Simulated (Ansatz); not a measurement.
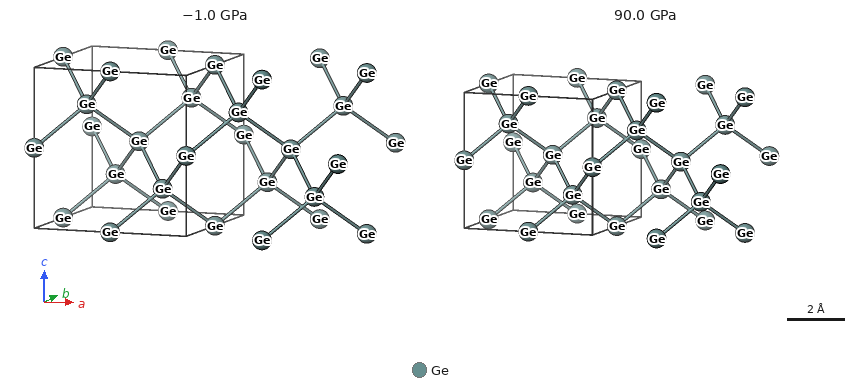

Crystalline Ge (set up in Fd-3m), relaxed (cell and atoms) at several target pressures. The picture shows the first and the last member. The picture is a ball-and-stick view of the conventional cell (4 times the calculation's cell), repeated 2 × 1 × 1 with one cell outlined, seen slightly off an axis. Lengths and directions refer to the drawn axes.

Computed with Ansatz 0.2.0: DFT PBE, scalar-relativistic, plane waves, PAW. (plane-wave cutoff 420 eV; k-point mesh 12 × 12 × 12 at −1.0 to 12.0, 14 × 14 × 14 at 25.0 to 90.0 GPa; occupations gaussian; smearing width 0.1 eV; no spin polarisation; cell and atoms relaxed; force threshold 0.008 eV/Å)

| pressure (GPa) | volume (Å³/atom) | a (Å) |
| --- | --- | --- |
| −1.0 | 24.331 | 5.795 |
| 0.0 | 23.883 | 5.760 |
| 1.0 | 23.537 | 5.732 |
| 4.0 | 22.529 | 5.649 |
| 12.0 | 20.698 | 5.491 |
| 25.0 | 18.816 | 5.320 |
| 50.0 | ? | ? |
| 90.0 | 14.641 | 4.893 |

One row is withheld. What does the calculation give there?

Answer. Murnaghan's form V = V₀(1 + B′P/B₀)^(−1/B′), with V₀ = 23.883 Å³ from the row at zero pressure, fits the other rows with B₀ = 63.4 GPa and B′ = 3.80 (largest miss 0.056 Å³). At 50.0 GPa it gives 23.883 × (1 + 3.80 × 50.0/63.4)^(−1/3.80) = 16.586 Å³ per atom. The calculation gives 16.646 Å³/atom (a = 5.107 Å). The estimate is 0.060 Å³/atom too low. From the first member to the last: Ge–Ge 2.509 → 2.119 Å.

The whole series:

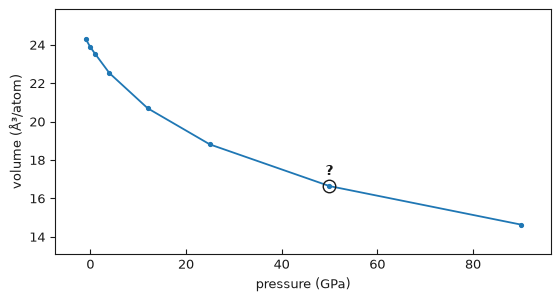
